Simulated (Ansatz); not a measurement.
Input

```
crystal:
  lattice:
    - [0.0, 4.1972219452, 4.1972219452]
    - [4.1972219452, 0.0, 4.1972219452]
    - [4.1972219452, 4.1972219452, 0.0]
  atoms:
    - { symbol: Ti, position: [0.75, 0.75, 0.75] }
    - { symbol: Ti, position: [0.5, 0.5, 0.5] }
    - { symbol: O, position: [0.625, 0.625, 0.625] }
    - { symbol: O, position: [0.625, 0.625, 0.125] }
    - { symbol: O, position: [0.625, 0.125, 0.625] }
    - { symbol: O, position: [0.125, 0.625, 0.625] }
basis:
  ecutwfc: 420
kpoints:
  mp_grid: { grid: [6, 6, 6] }
  band_path:
    path:
      - [[0.0, 0.0, 0.0], [0.5, 0.0, 0.5], [0.625, 0.25, 0.625]]
      - [[0.375, 0.375, 0.75], [0.0, 0.0, 0.0], [0.5, 0.5, 0.5], [0.5, 0.25, 0.75], [0.5, 0.0, 0.5]]
    npoints: 14
hamiltonian:
  xc: pbe
scf:
  occupations: { method: gaussian, width: 0.02 }
  n_extra_bands: 15
output:
  forces: true
  stress: true
  eigenvalues: true
  populations: true
  dos: { projected: true, de: 0.02, nscf_kmesh: { grid: [9, 9, 9] } }
  bader: true
  write_density: true
  write_potential: true
  elf: true
  volumetric_format: npy
```

Command:

```sh
ansatz run input.yaml --threads 1 --pin off --max-ram 2560MiB --backend cpu --events-out ev --progress --plain --runs-dir out
```

Below, planes, directions and counts refer to the conventional cell (a = 8.39 Å, b = 8.39 Å, c = 8.39 Å, α = 90.00°, β = 90.00°, γ = 90.00°).

Space group Fd-3m; a structure generated by program, which may or may not match a known phase; computed without spin polarisation.

Theory: DFT PBE, scalar-relativistic, plane waves, PAW in Ansatz 0.2.0.

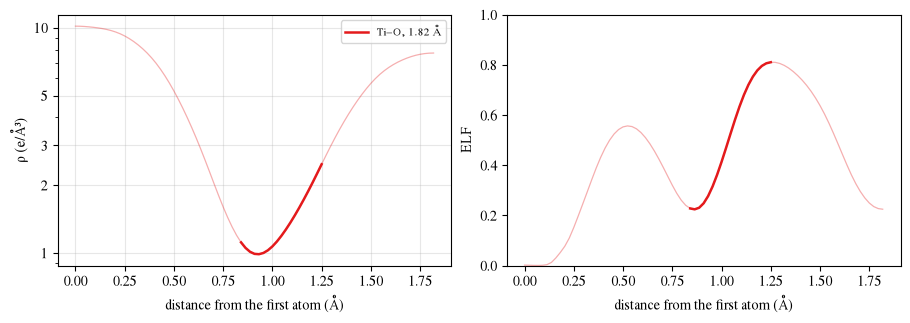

TiO₂. Valence charge density (pseudo) and ELF along straight lines between neighbouring atoms. Thin, pale parts lie inside the atomic spheres.

In a PAW calculation such maps are meaningful between the atoms, not at the nuclei.

**What can be read from the curves?**

Ti–O (1.82 Å): ρ is about 0.99 e/Å³ halfway; the ELF peaks at about 0.80 in the valence shell of O, 0.6 Å from its nucleus, and is about 0.25 at the midpoint; no shared electron pair shows on this line.
